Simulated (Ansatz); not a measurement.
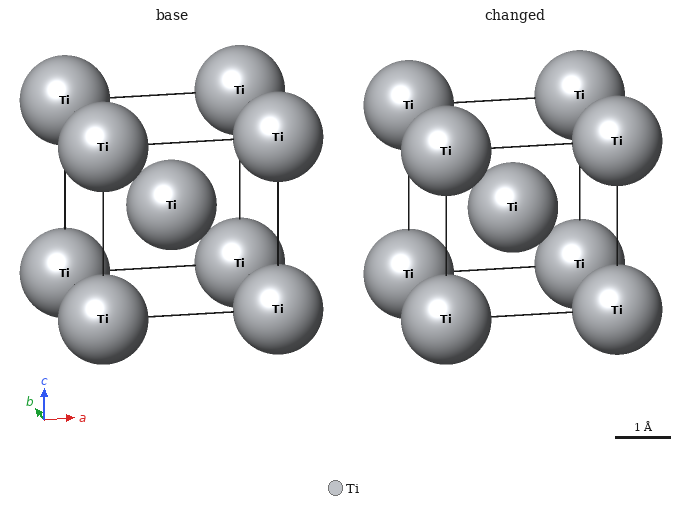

Left: a symmetric starting cell of Ti. Right: the same structure after one change, at the same scale. The picture is a spheres-only view of the conventional cell (2 times the calculation's cell), seen slightly off an axis. Lengths and directions refer to the drawn axes.

The calculation used DFT PBEsol, scalar-relativistic, plane waves, PAW in Ansatz 0.2.0. Settings: plane-wave cutoff 420 eV; k-point mesh 18 × 18 × 18; occupations gaussian; smearing width 0.1 eV; no spin polarisation.

**Which change leads from the left to the right?**

All lengths are scaled by −2.2 % (volume −6.6 %), the atoms keeping their fractional coordinates. No relaxation follows. The starting cell wasn't computed here and needn't be at equilibrium, so pressure and forces aren't due to the change alone.

**How do the computed properties respond?**

Among the bonded contacts that change: Ti–Ti 2.842 → 2.779 Å. The space group stays Im-3m (No. 229). The pressure is 0.2 GPa (not all of it need come from the change, since the unchanged cell can be under pressure at this level too). All forces vanish by symmetry.
